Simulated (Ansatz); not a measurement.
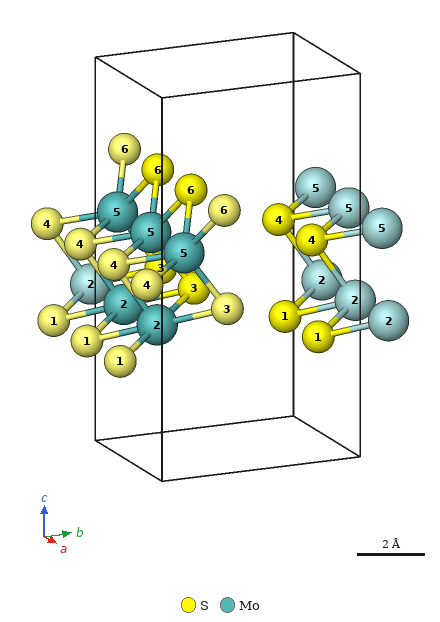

Fig. 1: The structure (ball-and-stick view of the 2 × 1 repeat of the cell, with the vacuum cut short, seen slightly off an axis; neighbours outside the cell are drawn fainter; atoms are numbered from 1 in the order of the input). An atom can appear more than once, as a periodic image.

**Single-point calculation of MoS$_{2}$**

System: MoS$_{2}$ (slab, 6 atoms in the cell).
Method: DFT PBE, scalar-relativistic, plane waves, PAW, PAW set soft_1, no spin polarisation (Ansatz 0.2.0).

The structure derives from an entry of the Crystallography Open Database. Figures and captions count atoms from 1; the log counts them from 0 in places.

## Output
```
Engine: ansatz 0.2.0, x86_64-unknown-linux-gnu
Pseudopotentials: kind: paw
Pseudopotential: S, paw, valence charge 6, recommended cutoff 420 eV (normal), [file]
Pseudopotential: Mo, paw, valence charge 14, recommended cutoff 420 eV (normal), [file]
Functional definition: PBE
  parameter kappa = 0.804
  parameter beta = 0.06672455060314922
  exchange = pbe_x(kappa = kappa, mu = beta*pi^2/3)
  correlation = pbe_c(beta = beta)
Crystal: 6 atoms, lattice volume = 472.043 Å³
Basis set: ecut = 420 eV, 9259 PW (Γ), exchange–correlation on 48×96×300 points (8 copies of the dense FFT grid, shifted against one another)
Bands: 32, of which v1, the nominal top of the filled ones, is band 26 counted from 1 (25 counted from 0)
Symmetry: 1 space group operations
Space group: P1 (ITA 1), of the structure as read, at distance tolerance 7.8e-5 Å
k-points: 19 of 36 (time reversal used)
Non-local potential: S, projectors of the file, l = 0: 2, l = 1: 2, l = 2: 1
Non-local potential: Mo, projectors of the file, l = 0: 3, l = 1: 2, l = 2: 2, l = 3: 1
PAW form: soft (Blöchl's): semilocal exchange-correlation on the pseudo side does not see the compensation charge
PAW one-centre angular grid: S, 110 points (default); XC on 64 Gauss nodes
PAW one-centre angular grid: Mo, 590 points (default); XC on 64 Gauss nodes
Initial density: superposition of atomic densities (neutral atoms: chi_scale 0, normalization atom)
Initial wavefunctions: pseudopotential atomic-orbital guess
Functional: x = pbe(κ = 0.804, μ = 0.2195149727645171), c = pbe(β = 0.06672455060314922)
SCF iter   1: F=—  HF=-13526.473044 eV  |F-HF|=—  |Δ(HF+E_count)|=         —  Δρ=4.63e-2  dr2=1.94e1  ethr=3.10e-3  p=0.000 e·Å  D=8.96e-8 V/Å  ΔV_dip=-0.00 eV  dr2_dipole=2.14e-1  V_vac-E_F(+/−)=5.68/5.68 eV  ⟨swp⟩=9.8  Hψ=3687  notcnv=0
efield: sawtooth ramp at fractional position 0.7732 (placed from the atoms, in the widest stretch of the axis that holds none; the zero of the levels goes with the place), width 0.0400; the density the first Hamiltonian is built on has a dipole p = 0.000 e·Å; the dipole correction subtracts the counter field D = 8.96e-8 V/Å, which shifts the + side's vacuum level by -0.00 eV against the − side's; the planar-averaged density in the ramp window peaks in size at 5.8e-7 e/Å³
preconditioner: auto → LDOS  [metal: Δε(μ)=0.065 eV  Ē_g=7.828 eV  σ=0.100 eV  W_gap=0.33  n_scr=40 (ndim 8)  ℏωp=10.3 eV  f_vac=0.660  D(μ)=2.75/eV (n_scr^D=12)  β→1.0]
SCF iter   2: F=—  HF=-13527.392614 eV  |F-HF|=—  |Δ(HF+E_count)|=   9.20e-1  Δρ=6.33e-2  dr2=3.98e1  ethr=3.10e-3  p=-0.073 e·Å  D=-2.78e-2 V/Å  ΔV_dip=0.61 eV  dr2_dipole=1.06e-1  V_vac-E_F(+/−)=5.30/4.69 eV  ⟨swp⟩=4.0  Hψ=1816  notcnv=0  defer=21
SCF iter   3: F=—  HF=-13522.707423 eV  |F-HF|=—  |Δ(HF+E_count)|=    4.69e0  Δρ=1.27e-2  dr2=8.90e-1  ethr=3.10e-3  p=-0.076 e·Å  D=-2.90e-2 V/Å  ΔV_dip=0.63 eV  dr2_dipole=3.07e-2  V_vac-E_F(+/−)=5.72/5.09 eV  ⟨swp⟩=4.5  Hψ=1941  notcnv=0  defer=13
SCF iter   4: F=—  HF=-13522.609334 eV  |F-HF|=—  |Δ(HF+E_count)|=   9.81e-2  Δρ=3.83e-3  dr2=1.15e-1  ethr=1.71e-3  p=-0.100 e·Å  D=-3.83e-2 V/Å  ΔV_dip=0.83 eV  dr2_dipole=6.86e-3  V_vac-E_F(+/−)=6.00/5.16 eV  ⟨swp⟩=2.4  Hψ=1050  notcnv=0  defer=14
SCF iter   5: F=—  HF=-13522.601574 eV  |F-HF|=—  |Δ(HF+E_count)|=   7.76e-3  Δρ=1.22e-3  dr2=1.29e-2  ethr=2.20e-4  p=-0.097 e·Å  D=-3.73e-2 V/Å  ΔV_dip=0.81 eV  dr2_dipole=1.09e-5  V_vac-E_F(+/−)=5.96/5.14 eV  ⟨swp⟩=2.0  Hψ=957  notcnv=0  defer=17
SCF iter   6: F=—  HF=-13522.601934 eV  |F-HF|=—  |Δ(HF+E_count)|=   3.59e-4  Δρ=2.93e-4  dr2=3.91e-4  ethr=2.47e-5  p=-0.098 e·Å  D=-3.76e-2 V/Å  ΔV_dip=0.82 eV  dr2_dipole=3.80e-6  V_vac-E_F(+/−)=5.96/5.14 eV  ⟨swp⟩=2.6  Hψ=909  notcnv=0  defer=17
SCF iter   7: F=—  HF=-13522.602175 eV  |F-HF|=—  |Δ(HF+E_count)|=   2.42e-4  Δρ=9.38e-5  dr2=7.05e-5  ethr=7.52e-7  p=-0.098 e·Å  D=-3.75e-2 V/Å  ΔV_dip=0.82 eV  dr2_dipole=1.08e-6  V_vac-E_F(+/−)=5.96/5.14 eV  ⟨swp⟩=2.4  Hψ=1132  notcnv=0  defer=17
SCF iter   8: F=—  HF=-13522.602241 eV  |F-HF|=—  |Δ(HF+E_count)|=   6.56e-5  Δρ=3.37e-5  dr2=8.04e-6  ethr=1.36e-7  p=-0.097 e·Å  D=-3.74e-2 V/Å  ΔV_dip=0.81 eV  dr2_dipole=3.80e-8  V_vac-E_F(+/−)=5.96/5.15 eV  ⟨swp⟩=2.1  Hψ=886  notcnv=0  defer=17
SCF iter   9: F=—  HF=-13522.602244 eV  |F-HF|=—  |Δ(HF+E_count)|=   2.89e-6  Δρ=1.18e-5  dr2=1.07e-6  ethr=1.55e-8  p=-0.097 e·Å  D=-3.73e-2 V/Å  ΔV_dip=0.81 eV  dr2_dipole=4.42e-11  V_vac-E_F(+/−)=5.96/5.15 eV  ⟨swp⟩=2.0  Hψ=928  notcnv=0  defer=17
SCF iter  10: F=-13522.602245 eV  HF=-13522.602244 eV  |F-HF|=1.72e-7  |Δ(HF+E_count)|=   5.02e-7  Δρ=3.30e-6  dr2=6.21e-8  ethr=1.92e-10  p=-0.097 e·Å  D=-3.72e-2 V/Å  ΔV_dip=0.81 eV  dr2_dipole=4.29e-10  V_vac-E_F(+/−)=5.96/5.15 eV  ⟨swp⟩=11.4  Hψ=3608  notcnv=0
SCF 1 converged in 10 iterations: F = -13522.602245 eV  dr2 = 6.21e-8
  greatest PAW one-centre occupation: 0.999 electrons in one spin orbital (limit 2), on the Mo atom at site 4 (counted from 0), in its partial waves of l = 0
```

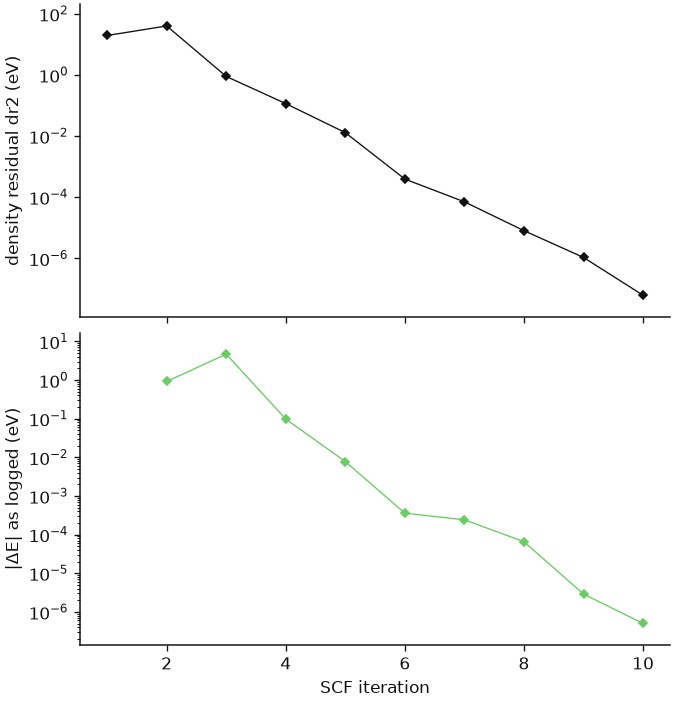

Fig. 2: Convergence of the self-consistent field: density residual dr2 and size of the energy change against the SCF iteration. The residual comes down, with one marked jump up, by a factor of about 2, at step 2.

```
SCF converged after 10 iterations
Free energy (F): -13522.602245 eV
Harris-Foulkes:  -13522.602244 eV  (|F-HF|=1.72e-7)
Internal energy: -13522.576894 eV  (E = F + TS)
E sigma→0 (E₀):  -13522.589569 eV
Entropy (-TS):   -0.025350 eV (-4.225 meV/atom)
Fermi energy:    -1.878291 eV
Dipole field:    D = -0.037217 V/Å  (p = -0.097088 e·Å, saw-weighted, corrected)
Work function:   Φ+ = 5.9590 eV   Φ− = 5.1490 eV
Levels:          The Fermi level and band energies are counted from a zero that moves with the ramp; work functions are not
--- Per-component energies (eV) ---
  E_band       = -945.854222
  E_kinetic    = 1260.454010
  E_local      = -27943.006104  (includes V_loc(G=0)·N_el)
  E_nonlocal   = 435.400050
  E_hartree    = 13211.692358
  E_xc         = -703.456650
  E_vxc        = -763.857310  (∫ρ·V_xc dr)
  E_paw        = -8857.571252  (= ΣΔE_a)
  E_vpaw       = -357.627715  (= ΣTr[D̂ρ^β])
  E_aug_tail   = 0.000095  (compensation charges beyond the density's cutoff)
  E_efield     = 0.001807  (sawtooth field / dipole correction)
  E_vefield    = -0.611061  (∫n·V_field dr)
  E_ewald      = 9073.908793
  E_smearing   = -0.025350  (= −TS)
  E_closure    = -0.000000  (closes the sum)
  Σ components = -13522.602245   (vs F -13522.602245, Δ=0.00e0)
--- Forces (eV/Å), atoms counted from 1 ---
  atom   1  S     -0.00034567     1.25365725    -0.46161133
  atom   2  Mo     0.00185341    -1.82542859     1.22204376
  atom   3  S      0.00028391     0.57500511    -0.76087394
  atom   4  S      0.00067610     0.00191755     0.00126478
  atom   5  Mo    -0.00448361    -0.00293191     0.00073548
  atom   6  S      0.00201632    -0.00216451    -0.00155235
  max |Σ_I F_I| component: 5.49e-5 eV/Å
--- Band table (eV; the first three rows and the last of 19) ---
  k-point 0: bands = ["-63.1651", "-62.9940", "-37.3731", "-37.2394", "-37.2230", "-37.0985", "-37.0405", "-36.9733", "-15.6573", "-15.0446", "-14.1109", "-13.7461", "-7.2290", "-7.1136", "-6.3497", "-5.7838", "-5.2123", "-5.0706", "-4.6778", "-4.4619", "-3.5883", "-3.2054", "-3.0118", "-3.0101", "-2.4136", "-1.9650", "-1.8870", "-1.5709", "-0.5791", "0.1991", "0.5900", "1.4922"]
  k-point 1: bands = ["-63.1651", "-62.9940", "-37.3731", "-37.2394", "-37.2231", "-37.0985", "-37.0405", "-36.9733", "-15.6243", "-15.0717", "-14.1226", "-13.7553", "-7.1866", "-7.0394", "-6.3365", "-5.8373", "-5.2096", "-5.0656", "-4.7402", "-4.4393", "-3.7910", "-3.2230", "-3.0116", "-2.8980", "-2.4328", "-1.9527", "-1.7890", "-1.5821", "-0.5845", "0.1221", "0.5854", "1.5034"]
  k-point 2: bands = ["-63.1651", "-62.9940", "-37.3731", "-37.2394", "-37.2231", "-37.0985", "-37.0405", "-36.9733", "-15.5866", "-15.1038", "-14.1338", "-13.7644", "-7.2047", "-6.8591", "-6.3489", "-5.9107", "-5.2070", "-5.0603", "-4.8208", "-4.4153", "-3.9156", "-3.2455", "-3.0117", "-2.8376", "-2.4522", "-1.9419", "-1.6908", "-1.5926", "-0.5828", "0.0248", "0.5809", "1.5496"]
  k-point 18: bands = ["-63.1452", "-62.9787", "-37.5060", "-37.3411", "-37.1788", "-37.1287", "-37.0959", "-37.0599", "-14.6366", "-14.4911", "-13.4667", "-13.3879", "-7.4992", "-7.3513", "-6.2427", "-6.0874", "-5.6155", "-5.4907", "-5.4429", "-5.0736", "-4.4685", "-4.2356", "-3.9722", "-3.4039", "-2.1763", "-1.8958", "-0.6470", "-0.3833", "-0.0037", "0.2590", "0.4836", "0.6583"]
```

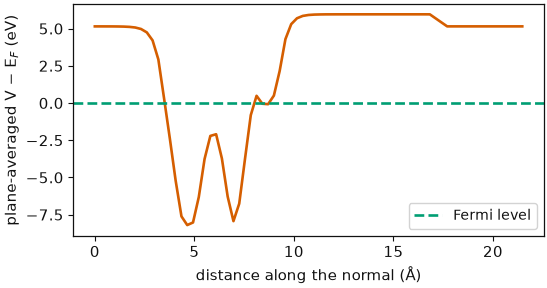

Fig. 3: Plane average of the electrostatic potential energy of an electron across the cell, from the Fermi level. The vacuum level lies 5.96 eV above the Fermi level on the upper side and 5.15 eV on the lower.

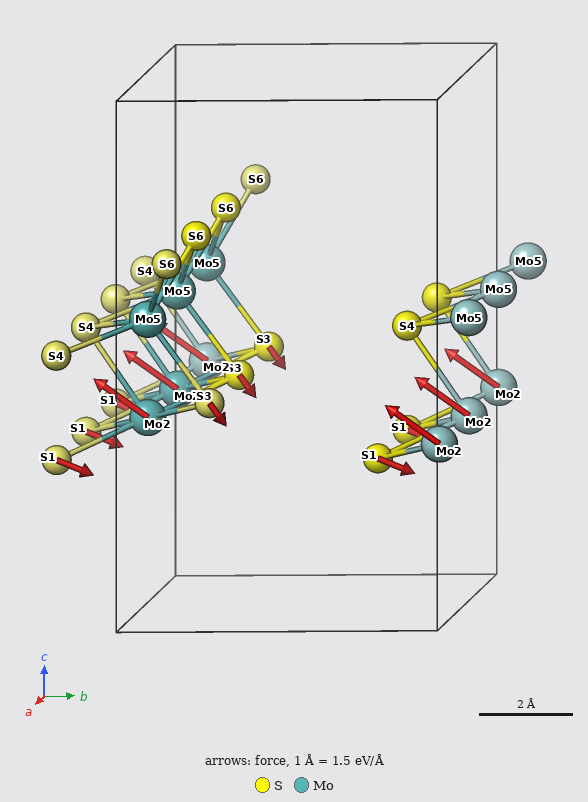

Fig. 4: Forces on the atoms as red arrows (ball-and-stick view of the 2 × 1 repeat of the cell, with the vacuum cut short, seen slightly off an axis; neighbours outside the cell are drawn fainter; atoms are numbered from 1 in the order of the input); the smallest are left out. The largest act on Mo2 (2.20 eV/Å); S1 (1.34 eV/Å); S3 (0.95 eV/Å). The geometry is not a stationary point of this energy.

This output came from the following input.

## Input file
```yaml
crystal:
  lattice:
    - [3.1925845544, 0.0, 0.0]
    - [-1.5962922772, 6.7935280079, 0.0]
    - [0.0, 0.0, 21.7642745314]
  atoms:
    - { symbol: S, position: [0.902891696, 0.805783392, 0.1837874262] }
    - { symbol: Mo, position: [0.5276060385, 0.055212077, 0.2158673382] }
    - { symbol: S, position: [0.1523203809, 0.3046407619, 0.2479472502] }
    - { symbol: S, position: [0.4266283358, 0.8528921034, 0.3049888882] }
    - { symbol: Mo, position: [0.0514810311, 0.1025175806, 0.3307824578] }
    - { symbol: S, position: [0.6065987334, 0.2130360192, 0.4026908647] }
basis:
  ecutwfc: 420
kpoints:
  mp_grid: { grid: [9, 4, 1] }
hamiltonian:
  xc: pbe
  pseudopotentials: { kind: paw, azcp: { folder: soft_1 } }
scf:
  occupations: { method: gaussian, width: 0.1 }
output:
  forces: true
  eigenvalues: true
efield:
  axis: 3
  dipole_correction: true
  ramp_width: 0.04
```

Run as:
```bash
ansatz run input.yaml --threads 1 --pin off --max-ram 3072MiB --backend cpu --events-out ev --progress --plain --runs-dir out
```

## Results in brief

- outcome: converged
- electrons treated: 52
- free energy: −13522.6022 eV
- work function, top face: 5.96 eV
- work function, bottom face: 5.15 eV
- Fermi energy: −1.878 eV
- gap on the k-point mesh: none (metallic)
- work function (upper face): 5.96 eV
- largest force (length of the vector): 2.197 eV/Å
- hardware: 1 thread of Intel Xeon (Granite Rapids), 32 GiB of memory available, shared host
- wall time: 15 s
- peak memory: 0.65 GiB
